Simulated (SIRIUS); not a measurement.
**YN: 7 runs along one coordinate**

System: YN (Fm-3m, 2 atoms in the cell).
Method: Kohn-Sham DFT of a periodic cell, PBE, dojo-sr-pbe-0.4.1-standard, no spin polarisation (SIRIUS 7.10.0).

The 7 runs differ only in the geometry, by an even scaling of the cell at fixed fractional positions. The structure derives from an entry of the Crystallography Open Database.

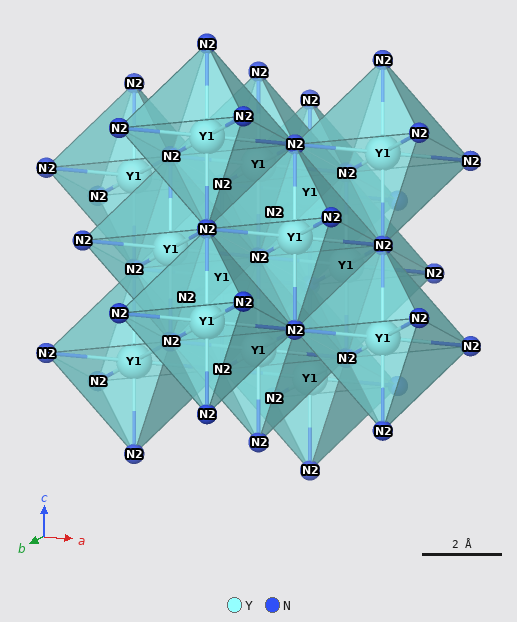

Figure 1. The structure of run 4 (polyhedral view of the cell 4 times as large as that of the calculation, set on its symmetry axes, seen at an oblique angle; polyhedra are completed across the faces of the cell; atoms are numbered from 1 in the order of the input).

## Input of run 4
```
{
  "control": {
    "processing_unit": "cpu",
    "verbosity": 2,
    "num_bands_to_print": 15,
    "print_forces": true,
    "print_stress": true
  },
  "parameters": {
    "electronic_structure_method": "pseudopotential",
    "xc_functionals": ["XC_GGA_X_PBE", "XC_GGA_C_PBE"],
    "gk_cutoff": 9.2,
    "pw_cutoff": 18.4,
    "ngridk": [9, 9, 9],
    "shiftk": [0, 0, 0],
    "smearing": "fermi_dirac",
    "smearing_width": 0.0018374661,
    "num_bands": 15,
    "num_mag_dims": 0,
    "num_dft_iter": 100,
    "energy_tol": 1e-08,
    "density_tol": 1e-06
  },
  "iterative_solver": {
    "type": "davidson",
    "min_tolerance": 1e-10
  },
  "mixer": {
    "type": "anderson",
    "beta": 0.7,
    "max_history": 8
  },
  "settings": {
    "tol_ne": 1e-10
  },
  "unit_cell": {
    "lattice_vectors": [
      [0.0, 4.6080971549, 4.6080971549],
      [4.6080971549, 0.0, 4.6080971549],
      [4.6080971549, 4.6080971549, 0.0]
    ],
    "atom_coordinate_units": "lattice",
    "atom_types": ["Y", "N"],
    "atom_files": {
      "N": "N.json",
      "Y": "Y.json"
    },
    "atoms": {
      "Y": [
        [0.0, 0.0, 0.0]
      ],
      "N": [
        [0.5, 0.5, 0.5]
      ]
    }
  }
}
```

Command:
```bash
upf_to_json N.upf
upf_to_json Y.upf
OMP_NUM_THREADS=1 sirius.scf --input=sirius.json --output=out.json --task=0
```

Run 2 differs from it as follows:
```diff
-      [0.0, 4.6080971549, 4.6080971549],
-      [4.6080971549, 0.0, 4.6080971549],
-      [4.6080971549, 4.6080971549, 0.0]
+      [0.0, 4.545817937237, 4.545817937237],
+      [4.545817937237, 0.0, 4.545817937237],
+      [4.545817937237, 4.545817937237, 0.0]
```

## Results, with one run withheld

```tsv
run	volume per atom (Å³)	free energy per atom, from the lowest run given (meV)	pressure (GPa)	gap on the mesh (eV)
1	13.630	49.28	14.97	0.13
2	13.920	?	?	?
3	14.210	10.84	6.54	0.21
4	14.500	2.31	2.93	0.24
5	14.790	0.00	−0.33	0.27
6	15.080	3.29	−3.27	0.30
7	15.370	11.65	−5.93	0.33
```

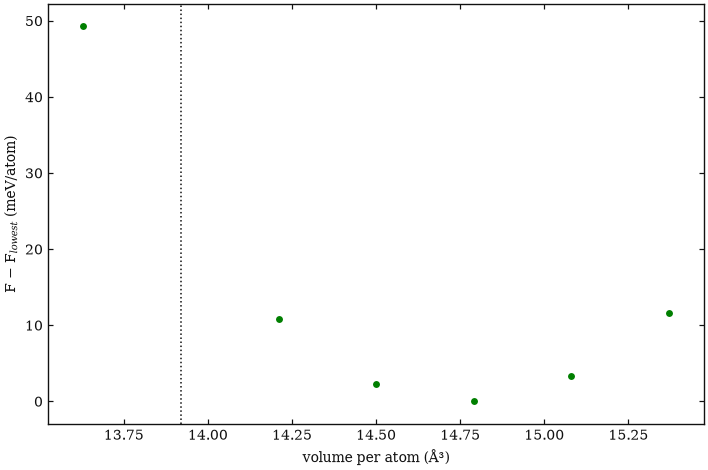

Figure 2. Free energy per atom of the runs given; the dotted line marks run 2.

What should run 2 give?

A cubic polynomial in V^(−2/3) (the Birch–Murnaghan form), fitted to the 6 runs given, misses them by under 0.01 meV per atom. With x = V^(−2/3) − 0.16757 Å⁻², it reads F = 1.1026 + 1648.4 x + 5.9882e+05 x² + 3.2582e+05 x³ (meV per atom). At run 2 it gives 26.24 meV per atom, and the run itself gives 26.25. The slope of the fit gives a pressure −dF/dV of 10.55 GPa there, and the run prints 10.54 GPa. The fit has its minimum at 14.760 Å³ per atom, where V d²F/dV² gives 159 GPa: the bulk modulus at this level, since symmetry fixes the shape and the positions. The gap on the mesh goes, without turning, from 0.13 eV in run 1 to 0.33 eV in run 7; run 2 has 0.17 eV. These are gaps of this functional on this mesh, which can miss the band edges; they aren't the measured gap.

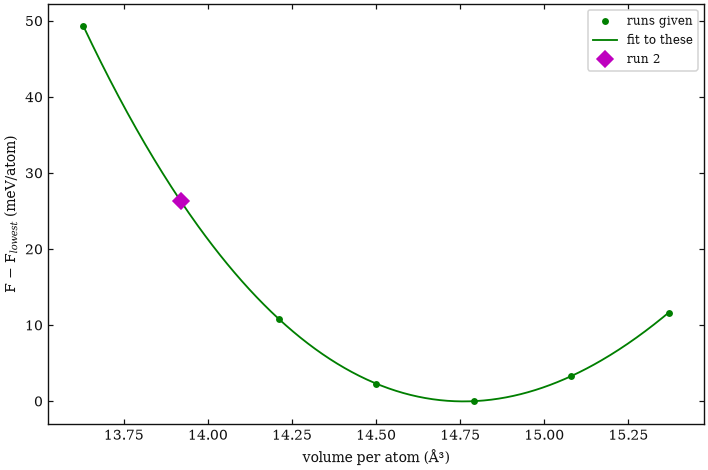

Figure 3. The fit and the withheld run.

## Some lines of the output (run 2)
```
[...]
[find] Efermi                         :       0.47582023
[find] band gap (eV)                  :       0.16789150
[find] Efermi                         :       0.47582031
[find] Total energy                   :     -51.29675447 (Ha),    -102.59350894 (Ry)
[find] band gap (eV)                  :       0.16787573
[find] Efermi                         :       0.47582062
[find] band gap (eV)                  :       0.16788220
[find] Efermi                         :       0.47582047
[find] band gap (eV)                  :       0.16788216
[find] Efermi                         :       0.47582048
[find] band gap (eV)                  :       0.16788270
[find] Efermi                         :       0.47582046
[find] band gap (eV)                  :       0.16788248
[find] band gap (eV)                  :       0.16788247
```
